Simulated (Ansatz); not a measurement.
Here is a crystal structure:

```yaml
crystal:
  lattice:
    - [3.82400, 0.00000, 0.00000]
    - [0.00000, 3.82400, 0.00000]
    - [0.00000, 0.00000, 8.56383]
  atoms:
    - { symbol: Ti, position: [0.00000, 0.00000, 0.00000] }
    - { symbol: Al, position: [0.50000, 0.50000, 0.00000] }
    - { symbol: Al, position: [0.50000, 0.00000, 0.25000] }
    - { symbol: Al, position: [0.00000, 0.50000, 0.25000] }
    - { symbol: Ti, position: [0.50000, 0.50000, 0.50000] }
    - { symbol: Al, position: [0.00000, 0.00000, 0.50000] }
    - { symbol: Al, position: [0.00000, 0.50000, 0.75000] }
    - { symbol: Al, position: [0.50000, 0.00000, 0.75000] }
```

What crystal do these data define?

Formula: TiAl$_{3}$. Its lattice is body-centred tetragonal, its space group I4/mmm (No. 139). With Z = 2, the cell contains 2 Ti, 6 Al. Each Ti atom is coordinated by twelve Al in a distorted cuboctahedral arrangement at 2.70 to 2.87 Å. Al is linked to eight Al and four Ti in a distorted cuboctahedral arrangement (2.70 to 2.87 Å to Al, 2.70 to 2.87 Å to Ti). The bonds build a three-dimensional framework.

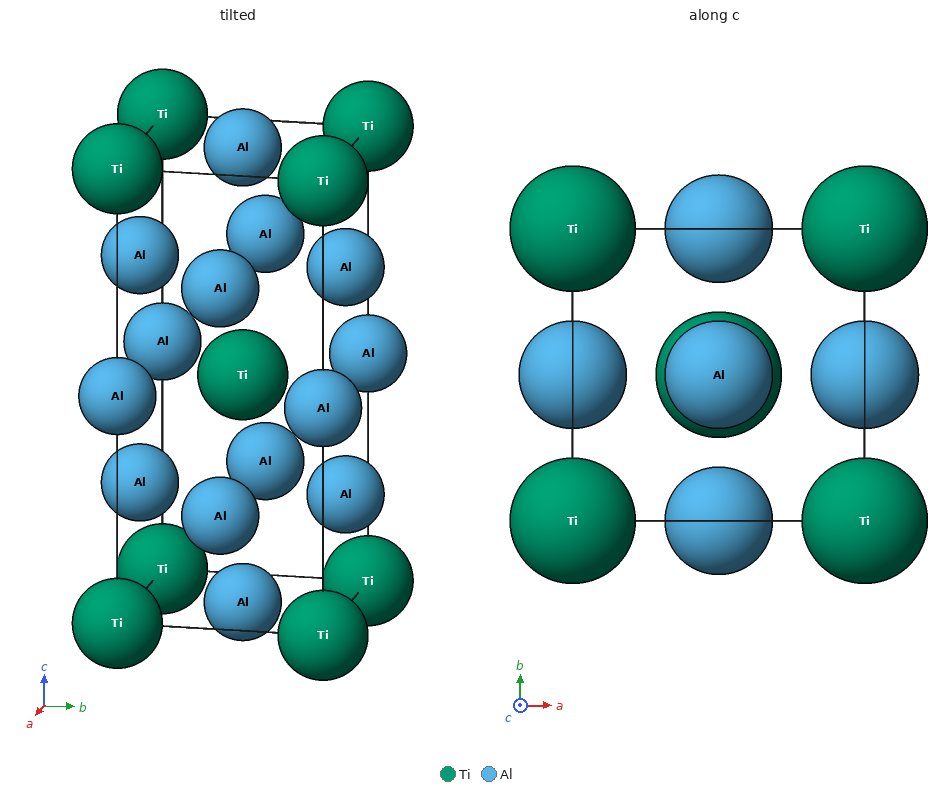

Spheres-only representation of a periodic structure, projected slightly off an axis and along the c axis. Thin lines show the conventional unit cell, with boundary atoms drawn in all their periodic places. Colours: titanium teal, aluminium blue.

The cell started as a structure listed in the Materials Project. Earlier steps of the study, as a rule a relaxation of our own, may have changed the cell and positions, so they can lie some per cent off the listed ones. An electronic-structure calculation with Ansatz was run on it.
